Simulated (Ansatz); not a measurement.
# Ruthenium, hcp under r²SCAN: structure, energy and stiffness, part 2 of 2

Aim: take ruthenium in the hcp structure, relax it, solve it on a dense k-mesh, switch on spin-orbit coupling, then scale the cell to 7 volumes from 88 to 112 % of the relaxed one and try a fit of the equation of state. The k-meshes are 13×13×8 for the relaxation; 22×22×12 for the dense run; 13×13×8 for spin-orbit coupling; 22×22×12 for the volumes. It starts from a deposited cell (COD).

Ansatz 0.2.0; DFT, r2SCAN, plane waves (500 eV) with PAW, scalar-relativistic. The steps go on from the part before.

## 6. The cell scaled to 92 % of its volume

The input, input.yaml:

```yaml
crystal:
  lattice:
    - [2.6317745241, 0.0, 0.0]
    - [-1.315887262, 2.2791835949, 0.0]
    - [0.0, 0.0, 4.1411914634]
  atoms:
    - { symbol: Ru, position: [0.3333333333, 0.6666666667, 0.25] }
    - { symbol: Ru, position: [0.6666666667, 0.3333333333, 0.75] }
hamiltonian:
  xc: r2scan
  pseudopotentials:
    kind: paw
    azcp:
      Ru: "pseudopotentials/Ru.paw.azcp"
basis:
  ecutwfc: 500
  fft_grid_basis: typed
kpoints:
  mp_grid: { grid: [22, 22, 12], shift: [0, 0, 0] }
magnetization:
  spin_polarized: false
scf:
  occupations: { method: fermi_dirac, width: 0.1 }
output:
  stress: true
```

The program printed, shortened:

```text
[...]
Pseudopotentials: kind: paw
Pseudopotential: Ru, paw, valence charge 16, recommended cutoff 500 eV (meta_gga), <dir>
Functional definition: r2SCAN
[...]
Crystal: 2 atoms, lattice volume = 24.840 Å³
Basis set: ecut = 500 eV, 627 PW (Γ), exchange–correlation on 80×80×128 points (64 copies of the dense FFT grid, shifted against one another)
Bands: 20, of which v1, the nominal top of the filled ones, is band 16 counted from 1 (15 counted from 0)
Symmetry: 24 space group operations
Space group: P63/mmc (ITA 194), of the structure as read, at distance tolerance 2.9e-5 Å
k-points: 364 of 5808
[...]
SCF iter   1: F=—  HF=-11781.196944 eV  |F-HF|=—  |Δ(HF+E_count)|=         —  Δρ=1.22e-2  dr2=1.19e-2  dr2_τ=1.81e-2  ethr=1.77e-3  ⟨swp⟩=5.0  Hψ=71291  notcnv=0  defer=35
[...]
SCF iter   6: F=-11781.224511 eV  HF=-11781.224511 eV  |F-HF|=1.06e-8  |Δ(HF+E_count)|=   4.72e-7  Δρ=1.13e-5  dr2=1.42e-8  dr2_τ=2.36e-9  ethr=3.13e-10  ⟨swp⟩=4.6  Hψ=28440  notcnv=0
[...]
SCF converged after 6 iterations
Free energy (F): -11781.224511 eV
[...]
E sigma→0 (E₀):  -11781.203023 eV
Entropy (-TS):   -0.042976 eV (-21.488 meV/atom)
Fermi energy:    26.086685 eV
[...]
--- Stress (GPa, compression-positive) ---
       33.172997      -0.000000       0.000000
        0.000000      33.172997       0.000000
        0.000000       0.000000      36.644844
  P = ⅓ Tr σ = 34.3303 GPa (343.303 kbar)
```

Wall time 30 s (1 thread of an x86-64 CPU, shared host); peak memory 0.73 GiB.

## 7. The cell scaled to 96 % of its volume

Changes to input.yaml since step 6:

```diff
@@ -2,5 +2,5 @@
   lattice:
-    - [2.6317745241, 0.0, 0.0]
-    - [-1.315887262, 2.2791835949, 0.0]
-    - [0.0, 0.0, 4.1411914634]
+    - [2.6693763833, 0.0, 0.0]
+    - [-1.3346881916, 2.3117477602, 0.0]
+    - [0.0, 0.0, 4.2003593354]
   atoms:
```

The program printed, shortened:

```text
[...]
[... 3 set-up lines as earlier in the session ...]
[...]
Crystal: 2 atoms, lattice volume = 25.920 Å³
Basis set: ecut = 500 eV, 627 PW (Γ), exchange–correlation on 80×80×128 points (64 copies of the dense FFT grid, shifted against one another)
Bands: 20, of which v1, the nominal top of the filled ones, is band 16 counted from 1 (15 counted from 0)
[... 2 set-up lines as earlier in the session ...]
k-points: 364 of 5808
[...]
SCF iter   1: F=—  HF=-11781.363940 eV  |F-HF|=—  |Δ(HF+E_count)|=         —  Δρ=1.15e-2  dr2=1.08e-2  dr2_τ=1.53e-2  ethr=1.77e-3  ⟨swp⟩=5.0  Hψ=70676  notcnv=0  defer=27
[...]
SCF iter   6: F=-11781.388865 eV  HF=-11781.388865 eV  |F-HF|=1.40e-8  |Δ(HF+E_count)|=   7.74e-7  Δρ=1.08e-5  dr2=1.07e-8  dr2_τ=2.07e-9  ethr=3.13e-10  ⟨swp⟩=5.0  Hψ=29739  notcnv=0
[...]
SCF converged after 6 iterations
Free energy (F): -11781.388865 eV
[...]
E sigma→0 (E₀):  -11781.365852 eV
Entropy (-TS):   -0.046026 eV (-23.013 meV/atom)
Fermi energy:    24.773719 eV
[...]
--- Stress (GPa, compression-positive) ---
       14.496136       0.000000       0.000000
        0.000000      14.496136       0.000000
        0.000000       0.000000      16.521288
  P = ⅓ Tr σ = 15.1712 GPa (151.712 kbar)
```

It took 35 s on 1 thread of an x86-64 CPU, shared host; peak memory 0.76 GiB.

## 8. The cell scaled to 100 % of its volume

Changes to input.yaml since step 7:

```diff
@@ -2,5 +2,5 @@
   lattice:
-    - [2.6693763833, 0.0, 0.0]
-    - [-1.3346881916, 2.3117477602, 0.0]
-    - [0.0, 0.0, 4.2003593354]
+    - [2.7059477275, 0.0, 0.0]
+    - [-1.3529738637, 2.3434194734, 0.0]
+    - [0.0, 0.0, 4.2579056553]
   atoms:
```

The program printed, shortened:

```text
[...]
[... 3 set-up lines as earlier in the session ...]
[...]
Crystal: 2 atoms, lattice volume = 27.000 Å³
Basis set: ecut = 500 eV, 687 PW (Γ), exchange–correlation on 80×80×128 points (64 copies of the dense FFT grid, shifted against one another)
Bands: 20, of which v1, the nominal top of the filled ones, is band 16 counted from 1 (15 counted from 0)
[... 2 set-up lines as earlier in the session ...]
k-points: 364 of 5808
[...]
SCF iter   1: F=—  HF=-11781.413706 eV  |F-HF|=—  |Δ(HF+E_count)|=         —  Δρ=1.10e-2  dr2=1.02e-2  dr2_τ=1.42e-2  ethr=1.77e-3  ⟨swp⟩=5.0  Hψ=70488  notcnv=0  defer=56
[...]
SCF iter   6: F=-11781.437932 eV  HF=-11781.437932 eV  |F-HF|=1.34e-8  |Δ(HF+E_count)|=   1.10e-6  Δρ=1.17e-5  dr2=1.26e-8  dr2_τ=2.61e-9  ethr=3.13e-10  ⟨swp⟩=5.0  Hψ=30394  notcnv=0
[...]
SCF converged after 6 iterations
Free energy (F): -11781.437932 eV
[...]
E sigma→0 (E₀):  -11781.413304 eV
Entropy (-TS):   -0.049257 eV (-24.628 meV/atom)
Fermi energy:    23.563653 eV
[...]
--- Stress (GPa, compression-positive) ---
       -0.314079      -0.000000       0.000000
       -0.000000      -0.314079       0.000000
        0.000000       0.000000       0.549536
  P = ⅓ Tr σ = -0.0262 GPa (-0.262 kbar)
```

Run time: 31 s. Hardware: 1 thread of an x86-64 CPU, shared host; peak memory 0.77 GiB.

## 9. The cell scaled to 104 % of its volume

Changes to input.yaml since step 8:

```diff
@@ -2,5 +2,5 @@
   lattice:
-    - [2.7059477275, 0.0, 0.0]
-    - [-1.3529738637, 2.3434194734, 0.0]
-    - [0.0, 0.0, 4.2579056553]
+    - [2.7415563864, 0.0, 0.0]
+    - [-1.3707781932, 2.3742574765, 0.0]
+    - [0.0, 0.0, 4.3139371553]
   atoms:
```

The program printed, shortened:

```text
[...]
[... 3 set-up lines as earlier in the session ...]
[...]
Crystal: 2 atoms, lattice volume = 28.080 Å³
Basis set: ecut = 500 eV, 699 PW (Γ), exchange–correlation on 80×80×128 points (64 copies of the dense FFT grid, shifted against one another)
Bands: 20, of which v1, the nominal top of the filled ones, is band 16 counted from 1 (15 counted from 0)
[... 2 set-up lines as earlier in the session ...]
k-points: 364 of 5808
[...]
SCF iter   1: F=—  HF=-11781.370820 eV  |F-HF|=—  |Δ(HF+E_count)|=         —  Δρ=1.05e-2  dr2=9.77e-3  dr2_τ=1.43e-2  ethr=1.77e-3  ⟨swp⟩=5.0  Hψ=69921  notcnv=0  defer=57
[...]
SCF iter   6: F=-11781.395612 eV  HF=-11781.395612 eV  |F-HF|=8.95e-9  |Δ(HF+E_count)|=   1.49e-6  Δρ=1.47e-5  dr2=2.62e-8  dr2_τ=3.99e-9  ethr=3.13e-10  ⟨swp⟩=5.0  Hψ=30356  notcnv=0
[...]
SCF converged after 6 iterations
Free energy (F): -11781.395612 eV
[...]
E sigma→0 (E₀):  -11781.369282 eV
Entropy (-TS):   -0.052660 eV (-26.330 meV/atom)
Fermi energy:    22.445079 eV
[...]
--- Stress (GPa, compression-positive) ---
      -12.034947       0.000000       0.000000
        0.000000     -12.034947       0.000000
        0.000000       0.000000     -12.105354
  P = ⅓ Tr σ = -12.0584 GPa (-120.584 kbar)
```

Wall time 24 s (1 thread of an x86-64 CPU, shared host); peak memory 0.81 GiB.

## 10. The cell scaled to 108 % of its volume

Changes to input.yaml since step 9:

```diff
@@ -2,5 +2,5 @@
   lattice:
-    - [2.7415563864, 0.0, 0.0]
-    - [-1.3707781932, 2.3742574765, 0.0]
-    - [0.0, 0.0, 4.3139371553]
+    - [2.7762633162, 0.0, 0.0]
+    - [-1.3881316581, 2.4043145595, 0.0]
+    - [0.0, 0.0, 4.3685497523]
   atoms:
```

The program printed, shortened:

```text
[...]
[... 3 set-up lines as earlier in the session ...]
[...]
Crystal: 2 atoms, lattice volume = 29.160 Å³
Basis set: ecut = 500 eV, 723 PW (Γ), exchange–correlation on 96×96×128 points (64 copies of the dense FFT grid, shifted against one another)
Bands: 20, of which v1, the nominal top of the filled ones, is band 16 counted from 1 (15 counted from 0)
[... 1 set-up line as earlier in the session ...]
Space group: P63/mmc (ITA 194), of the structure as read, at distance tolerance 3.1e-5 Å
k-points: 364 of 5808
[...]
SCF iter   1: F=—  HF=-11781.255030 eV  |F-HF|=—  |Δ(HF+E_count)|=         —  Δρ=1.01e-2  dr2=9.64e-3  dr2_τ=1.50e-2  ethr=1.77e-3  ⟨swp⟩=5.0  Hψ=69933  notcnv=0  defer=63
[...]
SCF iter   6: F=-11781.281058 eV  HF=-11781.281058 eV  |F-HF|=4.25e-9  |Δ(HF+E_count)|=   1.71e-6  Δρ=1.82e-5  dr2=5.52e-8  dr2_τ=4.53e-9  ethr=3.13e-10  ⟨swp⟩=5.0  Hψ=30203  notcnv=0
[...]
SCF converged after 6 iterations
Free energy (F): -11781.281058 eV
[...]
E sigma→0 (E₀):  -11781.252942 eV
Entropy (-TS):   -0.056230 eV (-28.115 meV/atom)
Fermi energy:    21.408210 eV
[...]
--- Stress (GPa, compression-positive) ---
      -21.277689       0.000000      -0.000000
        0.000000     -21.277689       0.000000
       -0.000000       0.000000     -22.099677
  P = ⅓ Tr σ = -21.5517 GPa (-215.517 kbar)
```

It took 33 s on 1 thread of an x86-64 CPU, shared host; peak memory 0.84 GiB.

## 11. The cell scaled to 112 % of its volume

Changes to input.yaml since step 10:

```diff
@@ -2,5 +2,5 @@
   lattice:
-    - [2.7762633162, 0.0, 0.0]
-    - [-1.3881316581, 2.4043145595, 0.0]
-    - [0.0, 0.0, 4.3685497523]
+    - [2.810123523, 0.0, 0.0]
+    - [-1.4050617615, 2.4336383587, 0.0]
+    - [0.0, 0.0, 4.4218300003]
   atoms:
```

The program printed, shortened:

```text
[...]
[... 3 set-up lines as earlier in the session ...]
[...]
Crystal: 2 atoms, lattice volume = 30.240 Å³
Basis set: ecut = 500 eV, 761 PW (Γ), exchange–correlation on 96×96×144 points (64 copies of the dense FFT grid, shifted against one another)
Bands: 20, of which v1, the nominal top of the filled ones, is band 16 counted from 1 (15 counted from 0)
[... 2 set-up lines as earlier in the session ...]
k-points: 364 of 5808
[...]
SCF iter   1: F=—  HF=-11781.082006 eV  |F-HF|=—  |Δ(HF+E_count)|=         —  Δρ=9.82e-3  dr2=9.74e-3  dr2_τ=1.62e-2  ethr=1.77e-3  ⟨swp⟩=5.0  Hψ=69774  notcnv=0  defer=52
[...]
SCF iter   6: F=-11781.109642 eV  HF=-11781.109642 eV  |F-HF|=4.78e-9  |Δ(HF+E_count)|=   1.60e-6  Δρ=2.07e-5  dr2=8.20e-8  dr2_τ=5.39e-9  ethr=3.13e-10  ⟨swp⟩=5.0  Hψ=30303  notcnv=0
[...]
SCF converged after 6 iterations
Free energy (F): -11781.109642 eV
[...]
E sigma→0 (E₀):  -11781.079660 eV
Entropy (-TS):   -0.059963 eV (-29.982 meV/atom)
Fermi energy:    20.444598 eV
[...]
--- Stress (GPa, compression-positive) ---
      -28.526183       0.000000       0.000000
        0.000000     -28.526183       0.000000
        0.000000       0.000000     -29.952437
  P = ⅓ Tr σ = -29.0016 GPa (-290.016 kbar)
```

Wall time 40 s (1 thread of an x86-64 CPU, shared host); peak memory 0.86 GiB.

## 12. The equation of state

The cell was scaled evenly, with its shape and the fractional positions fixed.

| V (Å³/atom) | E − E₀ (meV/atom) | P from the stress (GPa) | P from the fit (GPa) |
| --- | --- | --- | --- |
| 11.880 | 259.2 | 58.47 | 58.39 |
| 12.420 | 105.1 | 34.33 | 34.09 |
| 12.960 | 23.7 | 15.17 | 14.91 |
| 13.500 | -0.1 | -0.03 | -0.26 |
| 14.040 | 22.0 | -12.06 | -12.29 |
| 14.580 | 80.1 | -21.55 | -21.82 |
| 15.120 | 166.8 | -29.00 | -29.36 |

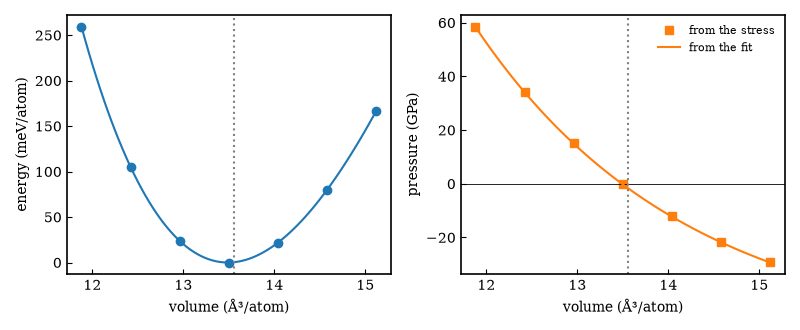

Energy and pressure against volume; the lines are the Birch-Murnaghan fit; the dotted line marks the deposited volume.

Fit (Birch-Murnaghan, third order): V₀ = 13.490 Å³/atom, B₀ = 338 GPa, B₀′ = 4.8, largest residual 0.07 meV/atom.

The fit is made to E(σ → 0), while the stress belongs to the free energy F; that is one source of the offset between the two pressures.

## 13. Outcome

The summary covers parts 1 to 2.

```
                      quantity                                   value
space group (spins left aside)                      P6_3/mmc (No. 194)
             conventional cell  a = 2.706 Å, c = 4.258 Å (c/a = 1.574)
                        volume                          13.500 Å³/atom
             shortest distance                                 2.641 Å
   against the measured volume                 -0.4 % (13.555 Å³/atom)
               gap on the mesh            none (levels filled in part)
                   V₀, B₀, B₀′            13.490 Å³/atom, 338 GPa, 4.8
```

What this shows: The volume comes out 0.4 % smaller than measured. The deposited cell holds zero-point motion and, unless taken cold, thermal expansion, which account for some of this. No gap shows: it is a metal or semimetal at this level. The total energy of the spin-orbit run lies +6.5 eV/atom from the scalar one, but the two kinds of run don't share a zero of energy: only differences within one kind count. B₀ comes out at 338 GPa, among the stiffest elements; letting shape and positions relax at each volume could only lower it.
